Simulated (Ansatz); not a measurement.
# ZnS (slab): what the fields show

The calculation's input:

```
crystal:
  lattice:
    - [6.2089941899, 0.0, 0.0]
    - [0.0, 6.5498704943, 0.0]
    - [0.0, 0.0, 24.4539237327]
  atoms:
    - { symbol: Zn, position: [0.9945566707, 0.1666666667, 0.3066992472] }
    - { symbol: Zn, position: [0.4945566707, 0.8333333333, 0.3066992472] }
    - { symbol: S, position: [0.6204433293, 0.1666666667, 0.3066992472] }
    - { symbol: S, position: [0.1204433293, 0.8333333333, 0.3066992472] }
    - { symbol: Zn, position: [0.9945566707, 0.6666666667, 0.3840195483] }
    - { symbol: Zn, position: [0.4945566707, 0.3333333333, 0.3840195483] }
    - { symbol: S, position: [0.6204433293, 0.6666666667, 0.3840195483] }
    - { symbol: S, position: [0.1204433293, 0.3333333333, 0.3840195483] }
    - { symbol: Zn, position: [0.9945566707, 0.1666666667, 0.4613398494] }
    - { symbol: Zn, position: [0.4945566707, 0.8333333333, 0.4613398494] }
    - { symbol: S, position: [0.6204433293, 0.1666666667, 0.4613398494] }
    - { symbol: S, position: [0.1204433293, 0.8333333333, 0.4613398494] }
    - { symbol: Zn, position: [0.9945566707, 0.6666666667, 0.5386601506] }
    - { symbol: Zn, position: [0.4945566707, 0.3333333333, 0.5386601506] }
    - { symbol: S, position: [0.6204433293, 0.6666666667, 0.5386601506] }
    - { symbol: S, position: [0.1204433293, 0.3333333333, 0.5386601506] }
    - { symbol: Zn, position: [0.9945566707, 0.1666666667, 0.6159804517] }
    - { symbol: Zn, position: [0.4945566707, 0.8333333333, 0.6159804517] }
    - { symbol: S, position: [0.6204433293, 0.1666666667, 0.6159804517] }
    - { symbol: S, position: [0.1204433293, 0.8333333333, 0.6159804517] }
    - { symbol: Zn, position: [0.9945566707, 0.6666666667, 0.6933007528] }
    - { symbol: Zn, position: [0.4945566707, 0.3333333333, 0.6933007528] }
    - { symbol: S, position: [0.6204433293, 0.6666666667, 0.6933007528] }
    - { symbol: S, position: [0.1204433293, 0.3333333333, 0.6933007528] }
basis:
  ecutwfc: 420
kpoints:
  mp_grid: { grid: [5, 4, 1] }
hamiltonian:
  xc: pbesol
scf:
  occupations: { method: gaussian, width: 0.05 }
output:
  forces: true
  stress: true
  eigenvalues: true
  write_density: true
  write_potential: true
  elf: true
  volumetric_format: npy
efield:
  axis: 3
  dipole_correction: true
  ramp_width: 0.04
```

Command:

```sh
ansatz run input.yaml --threads 2 --pin off --max-ram 5120MiB --backend cpu --events-out ev --progress --plain --runs-dir out
```

Not relaxed (largest force 1.6 eV/Å).

These are results of Ansatz, DFT PBEsol, scalar-relativistic, plane waves, PAW, not measurements.

The density is the valence pseudo-density of a PAW calculation; it isn't the true density close to the nuclei.

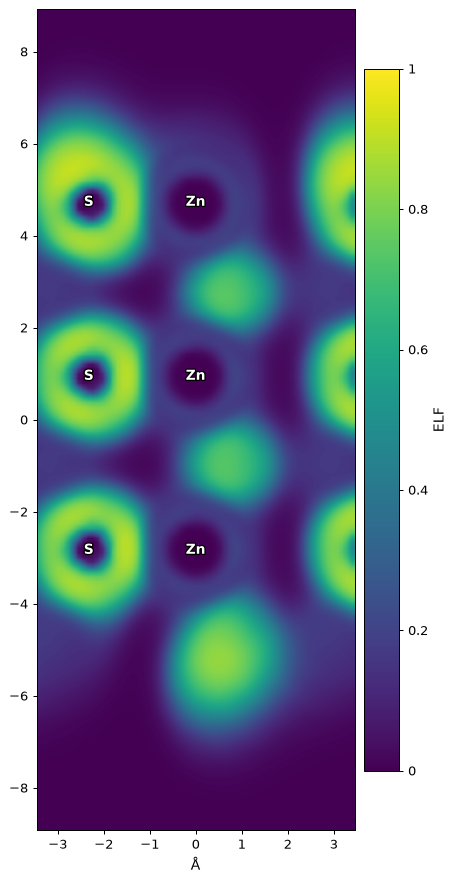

Figure 1. ELF on the (010) plane of the calculation cell, a cut from vacuum to vacuum.

Interpret the plot.

The section cuts through Zn and S sites.
Zn–S (2.32 Å): the ELF peaks at about 0.90 in the valence shell of S, 0.8 Å from its nucleus, and is about 0.55 at the midpoint.
The ELF also peaks beside S, away from the bonds: lone-pair regions.

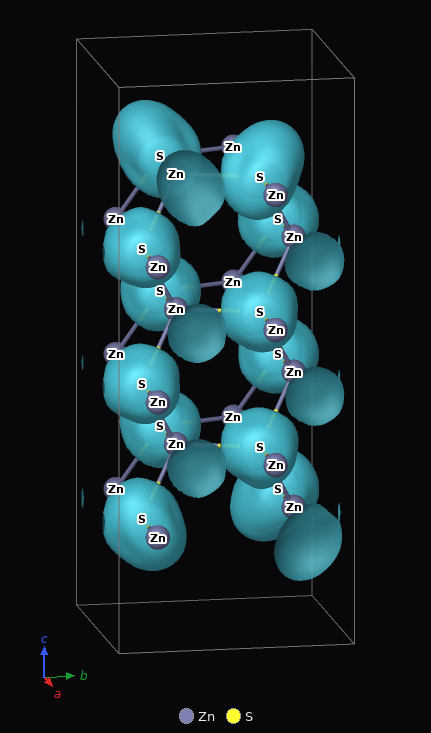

Figure 2. Isosurface of the ELF at 0.75 (cyan), seen slightly off an axis. Only the valence region is drawn (cores and ρ < 0.01 e/Å³ removed). Sticks mark near contacts.

What do the ELF domains correspond to?

At this value the surface marks out twelve regions wrapped around S (the valence shell of each), counted in one cell of 24 atoms. Counts are for one cell; the picture repeats the cell along the surface.

Does the calculation give a band gap?

It is gapped, with a Kohn–Sham gap of 1.7 eV on the k-point mesh (the band edges may lie off the mesh, which would make the gap smaller).
